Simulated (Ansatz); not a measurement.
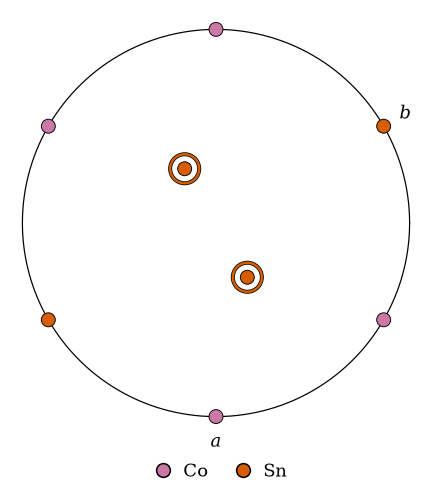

Directions from one cobalt atom at (0, 1/2, 0) to its bonded neighbours, in stereographic projection down c (filled: above the plane of the page or in it, open: below). Crystal: CoSn, coordinates from a relaxation at fixed volume with Ansatz, DFT PBE, scalar-relativistic, plane waves, PAW. Geometry calculated from the standardised cell; symmetry tolerance 0.002 Å.

Neighbours are counted up to 2.87 Å for Co, 2.83 Å for Sn.

```
Co Sn
1.0
     5.13269    0.00000    0.00000
    -2.56635    4.44504    0.00000
     0.00000    0.00000    4.09933
Co Sn
3 3
Cartesian
  -1.2832 2.2225 0.0000
  1.2832 2.2225 0.0000
  2.5663 0.0000 0.0000
  2.5663 1.4817 2.0497
  0.0000 2.9634 2.0497
  0.0000 0.0000 0.0000
```

> How many neighbours are there, and at what angles?

10: 4 Sn at 2.53 Å, 4 Co at 2.57 Å, 2 Sn at 2.57 Å. Angles between bonds: 60° (14×), 72° (2×), 90° (8×), 108° (2×), 120° (14×), 180° (5×).

> What is the site's symmetry in the crystal?

Point group mmm (D2h), order 8: three twofold axes, three mirror planes, an inversion centre. In P6/mmm, No. 191 this is Wyckoff position 3f.
